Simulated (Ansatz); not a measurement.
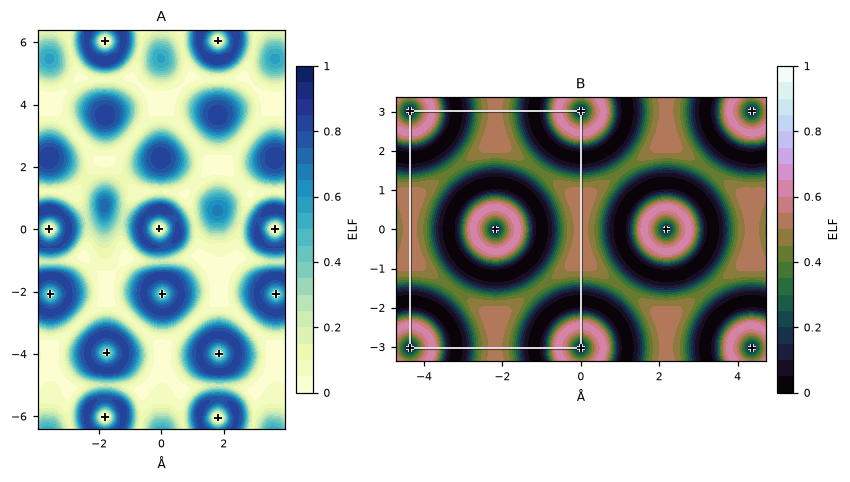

The ELF of 2 systems, each on a plane through atoms (crosses mark nuclei in the plane).

Theory: DFT PBE, scalar-relativistic, plane waves, PAW in Ansatz.

System 1: Zr$_{8}$O$_{15}$ (cell with a defect), the (011) plane of the calculation cell. 

System 2: Na, the (101̄) plane of the conventional cell. Space group I4/mmm; changed on purpose from its base cell (strain +0.030 along x and y, -0.015 along z, atoms carried along); computed without spin polarisation.

Match each panel to its system.

Answer. Panel A is system 1, Zr$_{8}$O$_{15}$: the plane holds Zr and O. Zr–O (2.06 Å): the ELF peaks at about 0.85 in the valence shell of O, 0.6 Å from its nucleus, and drops to about 0.25 between the two atoms (no localised pair shows between them). Panel B is system 2, Na: the plane holds Na. Na–Na (3.72 Å): the ELF is about 0.40 at the midpoint.
